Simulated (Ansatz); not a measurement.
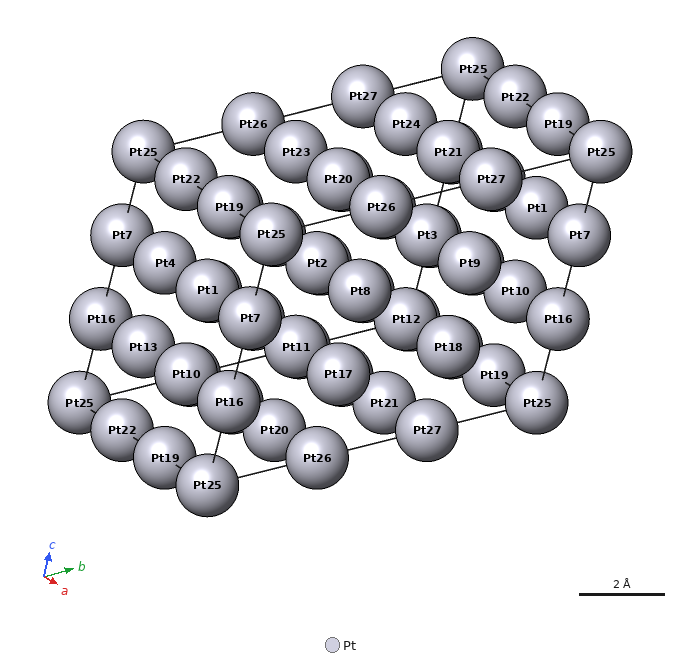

The input geometry of the first run (spheres-only view of the cell of the calculation, seen slightly off an axis; atoms are numbered from 1 in the order of the input).

# Mending a single-point calculation on Pt

System: Pt (Fm-3m, 27 atoms in the cell).
Method of the first run: DFT, PBEsol, plane waves, PAW, no spin polarisation (Ansatz 0.2.0).

The structure derives from a Materials Project entry. Some settings of this run were made unusual or wrong on purpose. Text and figures count atoms from 1; the logs count them from 0 in places.

### Input, the first run
```yaml
crystal:
  lattice:
    - [0.0, 5.8769744843, -5.8769744843]
    - [5.8769744843, 5.8769744843, 0.0]
    - [5.8769744843, 0.0, -5.8769744843]
  atoms:
    - { symbol: Pt, position: [0.6666666667, 0.0, 0.6666666667] }
    - { symbol: Pt, position: [0.6666666667, 0.3333333333, 0.6666666667] }
    - { symbol: Pt, position: [0.6666666667, 0.6666666667, 0.6666666667] }
    - { symbol: Pt, position: [0.3333333333, 1.0, 0.6666666667] }
    - { symbol: Pt, position: [0.3333333333, 0.3333333333, 0.6666666667] }
    - { symbol: Pt, position: [0.3333333333, 0.6666666667, 0.6666666667] }
    - { symbol: Pt, position: [0.0, 0.0, 0.6666666667] }
    - { symbol: Pt, position: [0.0, 0.3333333333, 0.6666666667] }
    - { symbol: Pt, position: [0.0, 0.6666666667, 0.6666666667] }
    - { symbol: Pt, position: [0.6666666667, 1.0, 0.3333333333] }
    - { symbol: Pt, position: [0.6666666667, 0.3333333333, 0.3333333333] }
    - { symbol: Pt, position: [0.6666666667, 0.6666666667, 0.3333333333] }
    - { symbol: Pt, position: [0.3333333333, 0.0, 0.3333333333] }
    - { symbol: Pt, position: [0.3333333333, 0.3333333333, 0.3333333333] }
    - { symbol: Pt, position: [0.3333333333, 0.6666666667, 0.3333333333] }
    - { symbol: Pt, position: [0.0, 0.0, 0.3333333333] }
    - { symbol: Pt, position: [0.0, 0.3333333333, 0.3333333333] }
    - { symbol: Pt, position: [0.0, 0.6666666667, 0.3333333333] }
    - { symbol: Pt, position: [0.6666666667, 0.0, 0.0] }
    - { symbol: Pt, position: [0.6666666667, 0.3333333333, 0.0] }
    - { symbol: Pt, position: [0.6666666667, 0.6666666667, 0.0] }
    - { symbol: Pt, position: [0.3333333333, 0.0, 0.0] }
    - { symbol: Pt, position: [0.3333333333, 0.3333333333, 0.0] }
    - { symbol: Pt, position: [0.3333333333, 0.6666666667, 0.0] }
    - { symbol: Pt, position: [0.0, 0.0, 0.0] }
    - { symbol: Pt, position: [0.0, 0.3333333333, 0.0] }
    - { symbol: Pt, position: [0.0, 0.6666666667, 0.0] }
basis:
  ecutwfc: "80 eV"
  xc_grid: 2
kpoints:
  mp_grid: { grid: [4, 4, 4], shift: [0.0, 0.0, 0.0] }
hamiltonian:
  xc: pbesol
scf:
  occupations: { method: gaussian, width: 0.1 }
  max_iter: 80
output:
  forces: true
  eigenvalues: true
  stress: true
```

Launched with:
```bash
ansatz run input.yaml --threads 4 --pin off --max-ram 8192MiB --backend cpu --events-out ev --progress --plain --runs-dir out
```

Hardware: 4 threads of Intel Xeon @ 2.70GHz, 189 GiB of memory available, shared host.

### Output, shortened to warnings, some set-up lines, iterations and results (the first run)
```
Warning: basis.ecutwfc = 80 eV is below the records' recommended 420 eV, and the density's cutoff is lower with it unless basis.ecutrho_ratio is high enough to keep the records' density cutoff: compare with a run at a higher cutoff
Basis set: ecut = 80 eV, 645 PW (Γ), exchange–correlation on 50×50×50 points (8 copies of the dense FFT grid, shifted against one another)
Symmetry: 1296 space group operations
k-points: 8 of 64
Initial density: superposition of atomic densities (neutral atoms: chi_scale 0, normalization atom), corrected by the library's trained network
[...]
SCF iter   1: F=—  HF=-328441.207764 eV  |F-HF|=—  |Δ(HF+E_count)|=         —  Δρ=1.25e0  dr2=5.63e3  ethr=1.77e-3  ⟨swp⟩=1.0  Hψ=5244  notcnv=0
SCF iter   2: F=—  HF=-326446.073491 eV  |F-HF|=—  |Δ(HF+E_count)|=    2.00e3  Δρ=8.81e-1  dr2=2.86e3  ethr=1.77e-3  ⟨swp⟩=3.0  Hψ=5720  notcnv=0  defer=259
SCF iter   3: F=—  HF=-324319.406832 eV  |F-HF|=—  |Δ(HF+E_count)|=    2.13e3  Δρ=8.34e-2  dr2=2.78e1  ethr=1.77e-3  ⟨swp⟩=3.1  Hψ=5896  notcnv=1  defer=283
SCF iter   4: F=—  HF=-324310.538660 eV  |F-HF|=—  |Δ(HF+E_count)|=    8.87e0  Δρ=1.22e-2  dr2=4.60e-1  ethr=1.77e-3  ⟨swp⟩=2.4  Hψ=3881  notcnv=0  defer=291
SCF iter   5: F=—  HF=-324310.400600 eV  |F-HF|=—  |Δ(HF+E_count)|=   1.38e-1  Δρ=3.99e-3  dr2=4.81e-2  ethr=9.46e-5  ⟨swp⟩=1.6  Hψ=2619  notcnv=0  defer=284
SCF iter   6: F=—  HF=-324310.390156 eV  |F-HF|=—  |Δ(HF+E_count)|=   1.04e-2  Δρ=4.85e-4  dr2=6.65e-4  ethr=9.90e-6  ⟨swp⟩=1.8  Hψ=2576  notcnv=0  defer=284
SCF iter   7: F=—  HF=-324310.389999 eV  |F-HF|=—  |Δ(HF+E_count)|=   1.57e-4  Δρ=3.77e-5  dr2=3.83e-6  ethr=1.37e-7  ⟨swp⟩=2.1  Hψ=2878  notcnv=0  defer=284
SCF iter   8: F=—  HF=-324310.390007 eV  |F-HF|=—  |Δ(HF+E_count)|=   7.76e-6  Δρ=5.32e-6  dr2=4.28e-8  ethr=2.06e-11  ⟨swp⟩=10.5  Hψ=10945  notcnv=0
SCF iter   9: F=-324310.390007 eV  HF=-324310.390007 eV  |F-HF|=1.75e-10  |Δ(HF+E_count)|=   2.15e-9  Δρ=2.79e-7  dr2=1.22e-10  ethr=8.81e-12  ⟨swp⟩=1.2  Hψ=4415  notcnv=0
SCF 1 converged in 9 iterations: F = -324310.390007 eV  dr2 = 1.22e-10
SCF converged after 9 iterations
Free energy (F): -324310.390007 eV
Harris-Foulkes:  -324310.390007 eV  (|F-HF|=1.75e-10)
Internal energy: -324310.292939 eV  (E = F + TS)
E sigma→0 (E₀):  -324310.341473 eV
Entropy (-TS):   -0.097068 eV (-3.595 meV/atom)
Fermi energy:    33.249472 eV
--- Per-component energies (eV) ---
  E_band       = -3843.928963
  E_kinetic    = 16157.303180
  E_local      = -15890.254906  (includes V_loc(G=0)·N_el)
  E_nonlocal   = -169.378330
  E_hartree    = 3545.842878
  E_xc         = -7110.086433
  E_vxc        = -8396.549891  (∫ρ·V_xc dr)
  E_paw        = -247147.341164  (= ΣΔE_a)
  E_vpaw       = -2637.159828  (= ΣTr[D̂ρ^β])
  E_aug_tail   = 0.424840  (compensation charges beyond the density's cutoff)
  E_ewald      = -73704.551496
  E_core_change = 7.748492  (= ΣΔE_core)
  E_smearing   = -0.097068  (= −TS)
  E_closure    = -0.000000  (closes the sum)
  Σ components = -324310.390007   (vs F -324310.390007, Δ=0.00e0)
--- Forces (eV/Å), atoms counted from 1 ---
  atom   1  Pt    -0.00000000     0.00000000    -0.00000000
  atom   2  Pt     0.00000000    -0.00000000     0.00000000
  atom   3  Pt    -0.00000000    -0.00000000     0.00000000
  atom   4  Pt     0.00000000    -0.00000000    -0.00000000
  atom   5  Pt     0.00000000    -0.00000000     0.00000000
  atom   6  Pt     0.00000000    -0.00000000    -0.00000000
  atom   7  Pt    -0.00000000     0.00000000     0.00000000
  atom   8  Pt     0.00000000    -0.00000000     0.00000000
  atom   9  Pt    -0.00000000     0.00000000     0.00000000
  atom  10  Pt     0.00000000    -0.00000000     0.00000000
  atom  11  Pt     0.00000000    -0.00000000     0.00000000
  atom  12  Pt    -0.00000000     0.00000000     0.00000000
  atom  13  Pt     0.00000000    -0.00000000     0.00000000
  atom  14  Pt     0.00000000     0.00000000    -0.00000000
  atom  15  Pt     0.00000000     0.00000000    -0.00000000
  atom  16  Pt     0.00000000    -0.00000000    -0.00000000
  atom  17  Pt     0.00000000     0.00000000     0.00000000
  atom  18  Pt    -0.00000000     0.00000000     0.00000000
  atom  19  Pt     0.00000000    -0.00000000     0.00000000
  atom  20  Pt     0.00000000    -0.00000000    -0.00000000
  atom  21  Pt    -0.00000000     0.00000000     0.00000000
  atom  22  Pt     0.00000000    -0.00000000    -0.00000000
  atom  23  Pt     0.00000000    -0.00000000     0.00000000
  atom  24  Pt     0.00000000    -0.00000000    -0.00000000
  atom  25  Pt     0.00000000     0.00000000     0.00000000
  atom  26  Pt     0.00000000     0.00000000    -0.00000000
  atom  27  Pt    -0.00000000    -0.00000000    -0.00000000
  max |Σ_I F_I| component: 9.83e-22 eV/Å
--- Stress (GPa, compression-positive) ---
     -553.264827      -0.000000      -0.000000
[...]
```

**Diagnose this run and give a change of the input that cures it.**

A setting was made wrong on purpose: a cutoff far too low (`basis.ecutwfc`). The plane-wave basis is far from complete, so energies, forces and above all the stress are wrong. The run converged all the same; its numbers are those of the faulty input and shouldn't be used. Warnings of the run: the cutoff is below the recommended one.

A run of the same system that converges differs from this input as follows (lines with − go, lines with + come):
```diff
-  ecutwfc: "80 eV"
+  ecutwfc: 420
-  max_iter: 80
```

### Output, shortened to warnings, some set-up lines, iterations and results (the second run)
```
Basis set: ecut = 420 eV, 7823 PW (Γ), exchange–correlation on 120×120×120 points (8 copies of the dense FFT grid, shifted against one another)
Symmetry: 1296 space group operations
k-points: 8 of 64
Initial density: superposition of atomic densities (neutral atoms: chi_scale 0, normalization atom), corrected by the library's trained network
[...]
SCF iter   1: F=—  HF=-334363.320678 eV  |F-HF|=—  |Δ(HF+E_count)|=         —  Δρ=6.05e-3  dr2=1.13e-1  ethr=1.77e-3  ⟨swp⟩=5.0  Hψ=7625  notcnv=0  defer=138
SCF iter   2: F=—  HF=-334363.310428 eV  |F-HF|=—  |Δ(HF+E_count)|=   1.02e-2  Δρ=3.04e-3  dr2=2.73e-2  ethr=2.33e-5  ⟨swp⟩=2.0  Hψ=3184  notcnv=0  defer=148
SCF iter   3: F=—  HF=-334363.305001 eV  |F-HF|=—  |Δ(HF+E_count)|=   5.43e-3  Δρ=3.88e-4  dr2=3.19e-4  ethr=5.62e-6  ⟨swp⟩=2.0  Hψ=3143  notcnv=0  defer=148
SCF iter   4: F=—  HF=-334363.305141 eV  |F-HF|=—  |Δ(HF+E_count)|=   1.40e-4  Δρ=6.83e-5  dr2=1.38e-5  ethr=6.57e-8  ⟨swp⟩=2.0  Hψ=2816  notcnv=0  defer=148
SCF iter   5: F=—  HF=-334363.305955 eV  |F-HF|=—  |Δ(HF+E_count)|=   8.14e-4  Δρ=2.00e-5  dr2=1.11e-6  ethr=2.84e-9  ⟨swp⟩=2.2  Hψ=2836  notcnv=0  defer=148
SCF iter   6: F=-334363.305955 eV  HF=-334363.305955 eV  |F-HF|=7.16e-9  |Δ(HF+E_count)|=   2.61e-7  Δρ=4.49e-6  dr2=4.81e-8  ethr=2.06e-11  ⟨swp⟩=8.6  Hψ=9563  notcnv=0
SCF 1 converged in 6 iterations: F = -334363.305955 eV  dr2 = 4.81e-8
SCF converged after 6 iterations
Free energy (F): -334363.305955 eV
Harris-Foulkes:  -334363.305955 eV  (|F-HF|=7.16e-9)
Internal energy: -334363.019356 eV  (E = F + TS)
E sigma→0 (E₀):  -334363.162656 eV
Entropy (-TS):   -0.286598 eV (-10.615 meV/atom)
Fermi energy:    23.347192 eV
--- Per-component energies (eV) ---
  E_band       = -3515.728004
  E_kinetic    = 17230.194854
  E_local      = -39405.788321  (includes V_loc(G=0)·N_el)
  E_nonlocal   = 5480.467119
  E_hartree    = 14603.082021
  E_xc         = -7033.210763
  E_vxc        = -8170.459732  (∫ρ·V_xc dr)
  E_paw        = -251540.966622  (= ΣΔE_a)
  E_vpaw       = -7856.301230  (= ΣTr[D̂ρ^β])
  E_aug_tail   = 0.005360  (compensation charges beyond the density's cutoff)
  E_ewald      = -73704.551496
  E_core_change = 7.748492  (= ΣΔE_core)
  E_smearing   = -0.286598  (= −TS)
  E_closure    = 0.000000  (closes the sum)
  Σ components = -334363.305955   (vs F -334363.305955, Δ=0.00e0)
--- Forces (eV/Å), atoms counted from 1 ---
  atom   1  Pt    -0.00000000    -0.00000000     0.00000000
  atom   2  Pt     0.00000000    -0.00000000    -0.00000000
  atom   3  Pt    -0.00000000    -0.00000000    -0.00000000
  atom   4  Pt     0.00000000     0.00000000     0.00000000
  atom   5  Pt    -0.00000000     0.00000000    -0.00000000
  atom   6  Pt     0.00000000     0.00000000    -0.00000000
  atom   7  Pt    -0.00000000    -0.00000000    -0.00000000
  atom   8  Pt     0.00000000    -0.00000000    -0.00000000
  atom   9  Pt    -0.00000000     0.00000000     0.00000000
  atom  10  Pt    -0.00000000     0.00000000     0.00000000
  atom  11  Pt     0.00000000     0.00000000    -0.00000000
  atom  12  Pt    -0.00000000     0.00000000     0.00000000
  atom  13  Pt     0.00000000    -0.00000000     0.00000000
  atom  14  Pt     0.00000000    -0.00000000    -0.00000000
  atom  15  Pt     0.00000000    -0.00000000     0.00000000
  atom  16  Pt    -0.00000000     0.00000000    -0.00000000
  atom  17  Pt     0.00000000    -0.00000000    -0.00000000
  atom  18  Pt    -0.00000000     0.00000000    -0.00000000
  atom  19  Pt    -0.00000000    -0.00000000     0.00000000
  atom  20  Pt     0.00000000     0.00000000     0.00000000
  atom  21  Pt     0.00000000    -0.00000000     0.00000000
  atom  22  Pt     0.00000000    -0.00000000     0.00000000
  atom  23  Pt     0.00000000    -0.00000000     0.00000000
  atom  24  Pt     0.00000000    -0.00000000     0.00000000
  atom  25  Pt    -0.00000000     0.00000000     0.00000000
  atom  26  Pt    -0.00000000    -0.00000000     0.00000000
  atom  27  Pt     0.00000000    -0.00000000     0.00000000
  max |Σ_I F_I| component: 7.24e-26 eV/Å
--- Stress (GPa, compression-positive) ---
        0.194822       0.000000      -0.000000
[...]
```

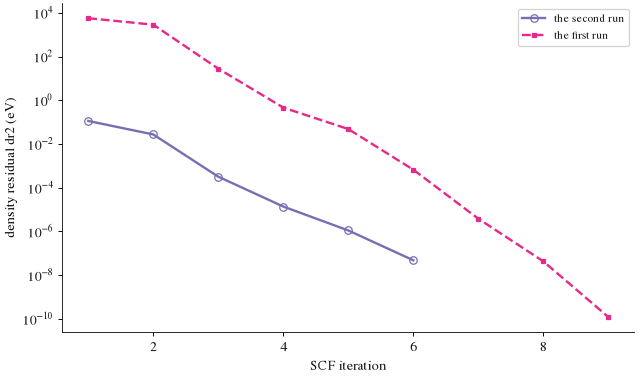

Convergence of the two runs: density residual dr2 against the SCF iteration. The second run takes 6 iterations in all, and the first run takes 9.

### The two runs side by side

| quantity | the first run | the second run |
| --- | --- | --- |
| outcome | converged | converged |
| free energy per atom (eV) | −12011.4959 | −12383.8261 |
| energy per atom, smearing taken to zero (eV) | −12011.4941 | −12383.8208 |
| gap on the mesh (eV) | 0.00 | 0.00 |
| pressure (GPa) | −553.26 | 0.19 |
| largest force (eV/Å) | 0.000 | 0.000 |
| SCF iterations | 9 | 6 |
| irreducible k-points | 8 | 8 |
| plane waves at Γ | 645 | 7823 |
| wall time (shared host) | 7.5 s | 20 s |

The free energy of the second run is 372330.2 meV per atom lower, which comes mainly from the change of cutoff or grids; a solver setting shouldn't move a converged energy. The pressure goes from −553.26 to 0.19 GPa. More plane waves can only lower the energy of a fixed Hamiltonian, so the higher cutoff gives the lower value. The lower cutoff gives the lower pressure, as an incomplete plane-wave basis does (Pulay stress). The SCF takes 6 iterations against 9. The plane waves at Γ go from 645 to 7823. On the same kind of shared host the second run took about 2.7 times as long.

Notes on the second run: Spin–orbit coupling is left out, which matters for Pt.
